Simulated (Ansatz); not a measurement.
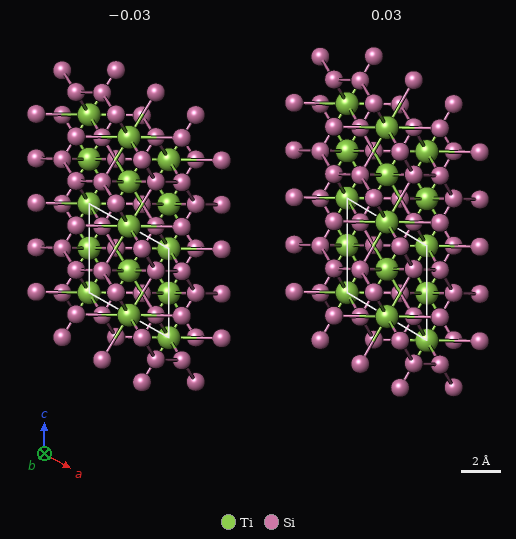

Crystalline TiSi2 (set up in Fddd), under strain along c alone (the other axes held, atoms relaxed), with energies (extrapolated to zero smearing) counted from the relaxed crystal, which is the row at zero. The picture shows the first and the last member. Style: ball-and-stick. Shown: the conventional cell (2 times the calculation's cell), repeated 1 × 1 × 2 with one cell outlined, along the b axis. Lengths and directions refer to the drawn axes.

Computed with Ansatz 0.2.0: DFT PBEsol, scalar-relativistic, plane waves, PAW. Set-up: plane-wave cutoff 420 eV; k-point mesh 10 × 10 × 10; occupations gaussian; smearing width 0.1 eV; no spin polarisation; atoms relaxed in a fixed cell; force threshold 0.008 eV/Å.

```
strain  energy (meV/atom)  a (Å)  b (Å)  c (Å)
 −0.03              13.08  4.726  8.496  4.591
 −0.02               5.70  4.738  8.496  4.639
 −0.01               1.41  4.750  8.496  4.686
   0.0               0.00  4.762  8.496  4.733
  0.01               1.32  4.774  8.496  4.781
  0.02                  ?      ?      ?      ?
  0.03              11.42  4.798  8.496  4.875
```

> One row is withheld. What does the calculation give there?

A parabola through three neighbouring rows (0.0, 0.01, 0.03) gives, with Lagrange weights, (−0.3333)(0.00) + (1.0000)(1.32) + (0.3333)(11.42) = 5.13 meV/atom. The calculation gives 5.19 meV/atom (a = 4.786 Å, b = 8.496 Å, c = 4.828 Å). The estimate is 0.06 meV/atom too low. From the first member to the last: Ti–Ti 3.114 → 3.247 Å, Si–Ti 2.690 → 2.813 Å, Si–Ti 2.674 → 2.791 Å.

The whole series:

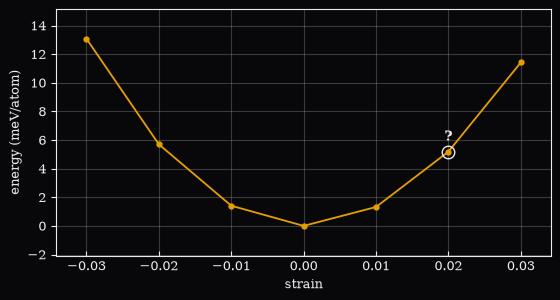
